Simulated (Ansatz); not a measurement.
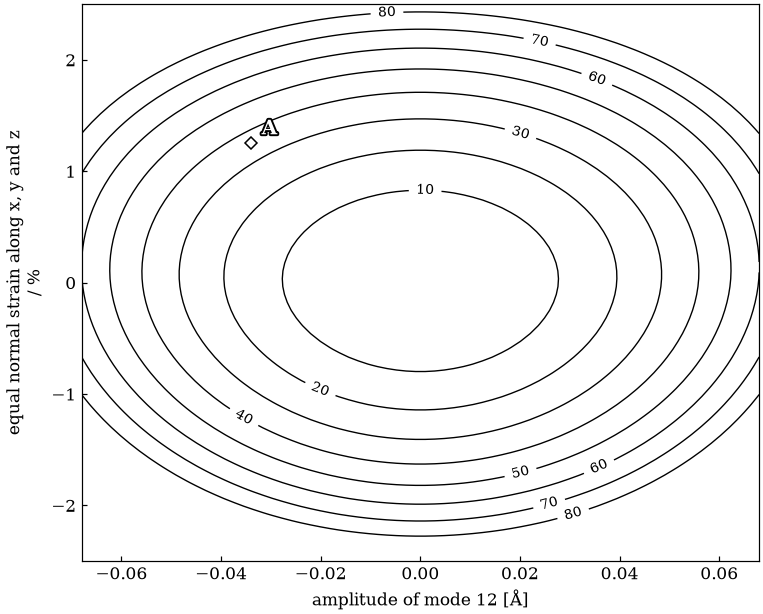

MgS (F-43m, No. 216; 4 atoms in the cell). The energy is mapped over a normal mode and a strain (zone-centre modes of the 4-atom cell of this scan, which folds in the wave vector (0, 0, 1/2) of the primitive cell). Coordinates scanned: (1) amplitude of mode 12 (337 cm⁻¹), largest displacement in the unstrained cell; (2) equal normal strain along x, y and z. Nothing is relaxed (the pattern is fixed in fractional coordinates). The scan uses a 5 × 5 grid; 15 points were computed and 10 follow by symmetry. Points are written as (first, second). All energies are given in meV per cell relative to the lowest grid point. Level of theory: DFT PBEsol, scalar-relativistic, plane waves, PAW in Ansatz. Settings: cutoff 520 eV, k-mesh 9×9×8 in the order of the run's cell vectors, gaussian smearing 0.05 eV, no spin polarisation.

Drawn: contour lines labelled in meV (none above 80), the point A. Between grid points the surface is interpolated.

### Which way does the force act at A, and how strong is it?

A, at (−0.034 Å, 1.25 %), is not a stationary point. The computed force is 810 meV for each Å towards larger values of the first coordinate and 34 meV for each 1 % towards smaller values of the second coordinate.
